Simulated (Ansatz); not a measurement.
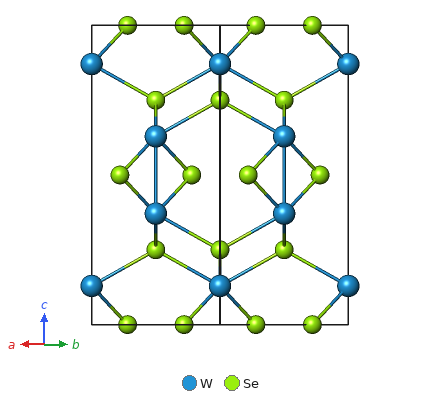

The structure, seen along [110]; the drawing may span several cells.

Structure (in its standard cell), the end point of a relaxation with Ansatz, DFT PBE, scalar-relativistic, plane waves, PAW; the starting structure was generated, so it need not be a known form of this composition:

```
W Se
1.0
     6.78401    0.00000    0.00000
     0.00000    6.81993    0.00000
     0.00000    0.00000   11.21487
W Se
8 16
Direct
  0.50000 0.00000 0.37077
  0.00000 0.00000 0.12923
  0.50000 0.50000 0.87077
  0.00000 0.50000 0.62923
  0.00000 0.00000 0.87077
  0.50000 0.00000 0.62923
  0.00000 0.50000 0.37077
  0.50000 0.50000 0.12923
  0.75000 0.25000 0.25000
  0.75000 0.75000 0.25000
  0.27990 0.00000 0.00000
  0.72010 0.00000 0.00000
  0.75000 0.75000 0.75000
  0.75000 0.25000 0.75000
  0.27990 0.50000 0.50000
  0.72010 0.50000 0.50000
  0.25000 0.25000 0.75000
  0.25000 0.75000 0.75000
  0.77990 0.00000 0.50000
  0.22010 0.00000 0.50000
  0.25000 0.75000 0.25000
  0.25000 0.25000 0.25000
  0.77990 0.50000 0.00000
  0.22010 0.50000 0.00000
```

Predict the [110] zone-axis pattern (200 kV, kinematic, B = 1 Å²).

The spots form a centred rectangular net whose two shortest vectors correspond to d = 5.61 Å and 4.42 Å, 66.8° apart. They are 0 0 2 (weak) and 1 -1 1. The pattern has symmetry 2mm. The lattice centring (F) removes all reflections that break h + k = 2n, h + l = 2n.

Strongest reflections with d > 1.72 Å, one of each family (|F|² from tabulated Gaussian fits of the electron scattering factors, times a small damping for the curvature of the Ewald sphere):

```
   hkl  d (Å)  I (strongest = 100)
2 -2 2  2.210                  100
2 -2 0  2.405                   84
1 -1 3  2.952                   82
1 -1 1  4.420                   56
2 -2 4  1.825                   42
1 -1 5  2.033                   30
```

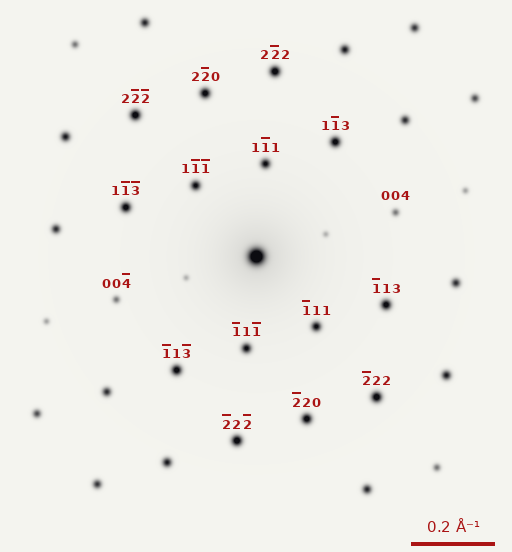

Calculated pattern, seen from the source side with [110] pointing towards the source.
